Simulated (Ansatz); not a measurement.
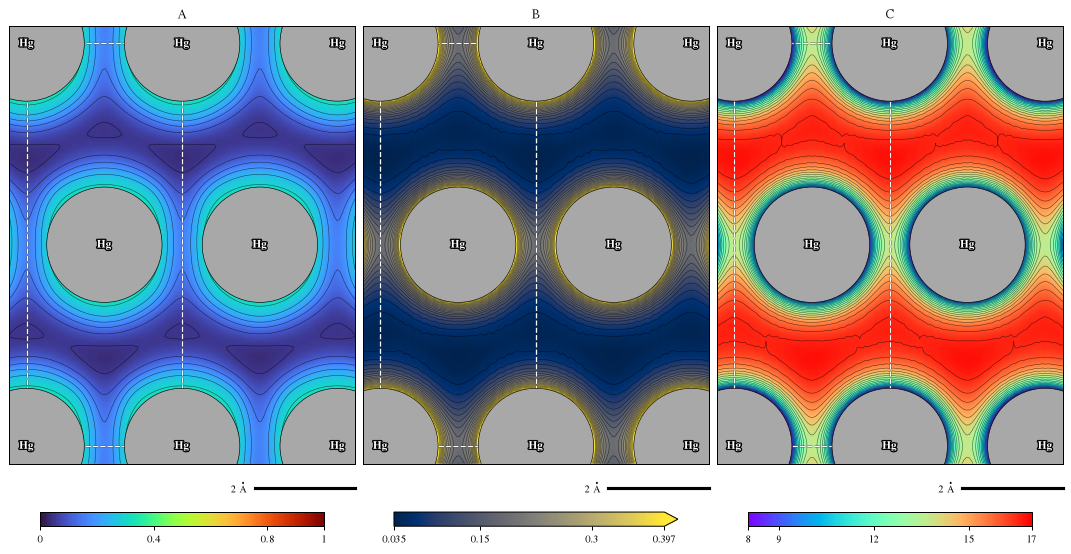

Hg: 3 fields on the (001) plane of the conventional cell, with unlabelled colour scales. Grey discs cover the atomic cores.

Space group C2/c; set up as Hg, beta-Sn type; a generated structure, not necessarily the stable one; changed on purpose from its base cell (volume × 0.96).

Method: DFT, r2SCAN, plane waves (500 eV) with PAW, scalar-relativistic in Ansatz 0.2.0.

Question: The panels show electron localisation function, electrostatic potential energy of an electron and valence pseudo-density in some order. Assign them.

Answer: Panel A: electron localisation function. Panel B: valence pseudo-density. Panel C: electrostatic potential energy of an electron (low next to the atoms, rising into the space between them). From the grid: Hg–Hg (3.09 Å): ρ is about 0.19 e/Å³ halfway; the ELF is about 0.15 at the midpoint: no shared electron pair shows on this line.
